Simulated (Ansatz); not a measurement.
Scan of the smearing width.
- system: C (P6_3/mmc, 4 atoms in the cell)
- method: DFT, r2SCAN, plane waves (500 eV) with PAW, scalar-relativistic in Ansatz; 15×15×5 k-mesh, Gaussian smearing
ΔE is the free energy less its value at the smallest setting, 0.01 eV.
Dashed lines or grey bands mark the tolerance: 1 meV/atom and 0.1 GPa.
Values: 1 eV, 0.6 eV, 0.3 eV, 0.2 eV, 0.1 eV, 0.03 eV and 0.01 eV.

Q: How do the results converge (to 1 meV/atom and 0.1 GPa)?

A: The free energy is within 1 meV/atom of the smallest setting's value from 0.3 eV down. It is off by −6.2 meV/atom at 1 eV and −2.1 meV/atom at 0.6 eV. The pressure is within 0.1 GPa of the smallest setting's value from 0.6 eV down. It is 0.17 GPa at 1 eV and 0.03 GPa at 0.01 eV. The free energy falls with the width because it holds the −TS term of the fractional occupations.

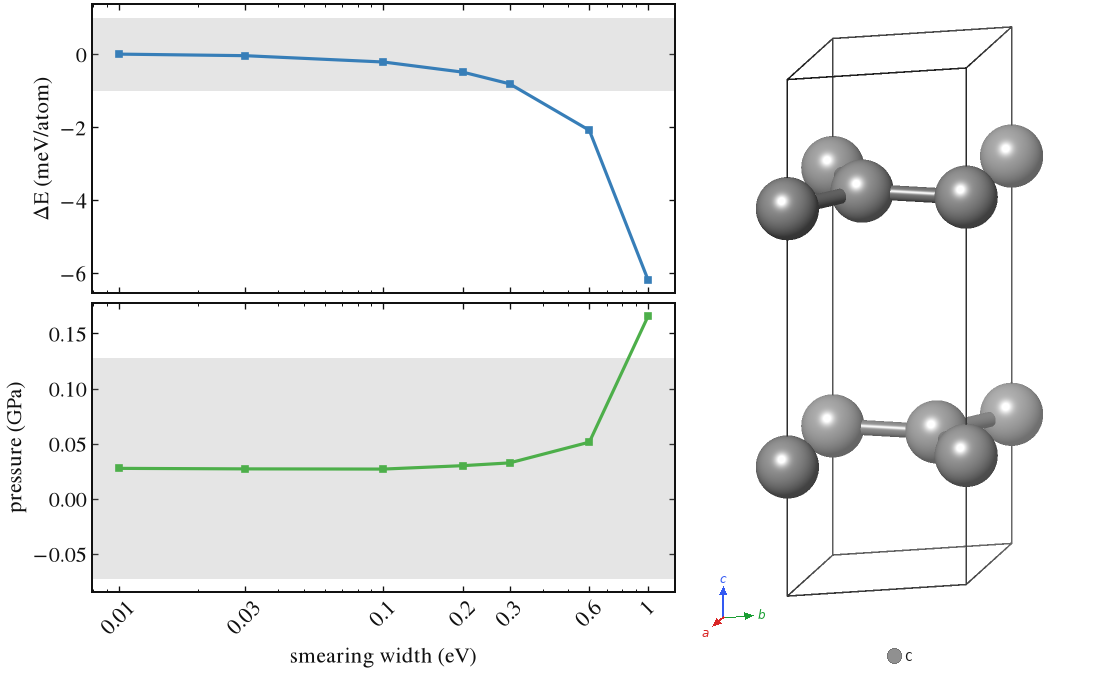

Beside the plot: the structure in its conventional cell.
